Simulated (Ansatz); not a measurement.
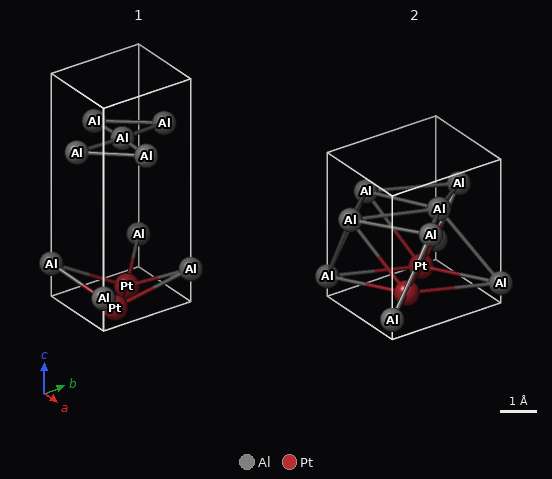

Two geometries of crystalline Al2Pt (a generated structure, set up in P31m) (coarse preliminary run), drawn at one scale. One is the start of a relaxation, the other its converged end. Style: ball-and-stick. Shown: the cell of the calculation, slightly off an axis.

Method: DFT PBE, scalar-relativistic, plane waves, PAW in Ansatz. Set-up: plane-wave cutoff 420 eV; k-point mesh 6 × 6 × 4; occupations gaussian; smearing width 0.1 eV; no spin polarisation; cell and atoms relaxed; force threshold 0.04 eV/Å; at most 70 steps.

Which one is relaxed?

Structure 2 is the relaxed one. The largest moves relative to the cell, 0.76 Å, are those of Al atoms. Largest moves by element: Al 0.76 Å, Pt 0.55 Å. The volume changes by −0.4 %, with a = b 4.022 → 4.999 Å (+24.3 %), c 6.590 → 4.249 Å (−35.5 %). Near-neighbour distances that change, for instance: Al–Pt 4.839 → 2.667 Å, Al–Al 4.274 → 2.771 Å, Al–Al 2.012 → 2.793 Å, Al–Al 3.423 → 2.771 Å. Among the angles between lasting bonds that change: Al–Al–Al 176.1° → 127.0°, Al–Al–Al 123.9° → 173.0°, Al–Al–Al 116.1° → 67.0°. The space group (tolerance 0.01 Å) goes from P31m (No. 157) to P-62m (No. 189). Over 17 accepted moves (20 points after the start) the energy falls by 19.987 eV per cell of the calculation. The largest force component goes from 8.2 to 0.0095 eV/Å. Pressure: 115.87 GPa at the start and 0.01 GPa at the end. The line search rejected the trial step at point 12 of the run. The SCF was repeated twice at an unchanged geometry on a basis and grid sized afresh for the cell, which shifted the energy by 0.203 eV per cell of the calculation at most.
